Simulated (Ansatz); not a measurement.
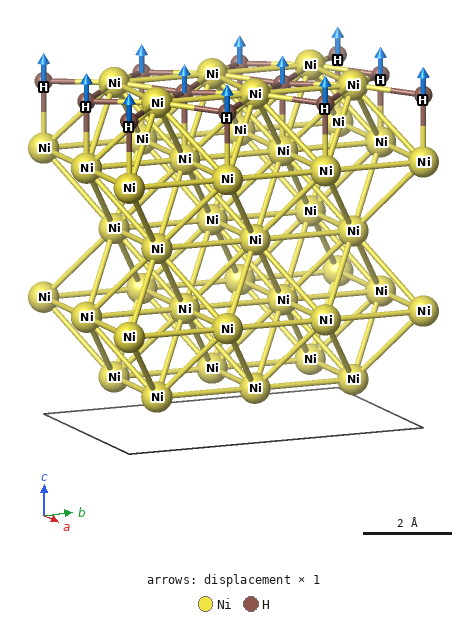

A constrained relaxation of a slab of composition Ni5H (cut from the Fm-3m phase). The starting structure is drawn; blue arrows show the displacements, at their true length.

Style: ball-and-stick. Shown: the 2 × 3 repeat of the cell, outlined in the plane, without the vacuum, slightly off an axis.

Case: H put over a Ni atom of a lower plane. The slab is the (1 0 0) face of Ni with H on it. 2 atoms are held fixed.

Level of theory: DFT PBEsol, scalar-relativistic, plane waves, PAW in Ansatz. (plane-wave cutoff 420 eV; k-point mesh 12 × 12 × 1; occupations gaussian; smearing width 0.1 eV; collinear spin; dipole correction; atoms relaxed in a fixed cell; force threshold 0.03 eV/Å; at most 70 steps)

Q: Atoms of which element are displaced furthest, and by how much?

A: Hydrogen: up to 0.66 Å, against 0.09 Å for nickel.

Q: Describe the change and its energy.

A: The largest move is that of the H atom, 0.66 Å along the normal (+c). By element the largest moves are H 0.66 Å, Ni 0.09 Å. The lattice vectors keep their values. Near-neighbour distances that change, for instance: H–Ni 1.566 → 2.254 Å, Ni–Ni 2.403 → 2.484 Å, H–Ni 1.734 → 1.795 Å, Ni–Ni 2.460 → 2.443 Å. Bond angles that change, for instance: Ni–H–Ni 173.4° → 149.4°, Ni–H–Ni 89.8° → 86.0°. After 5 accepted moves (6 points after the start) the energy has fallen by 0.386 eV per cell of the calculation. Largest force component: 2 eV/Å at the start, 0.0015 eV/Å at the end. The line search rejected the trial step at point 5 of the run. The run took 4.4 min on 2 threads of Arm Neoverse V2, on a shared host, peak memory 0.72 GiB.

Limits of the set-up: the periodic images lie only 2.4 Å apart, so the values are limited by the cell's size.
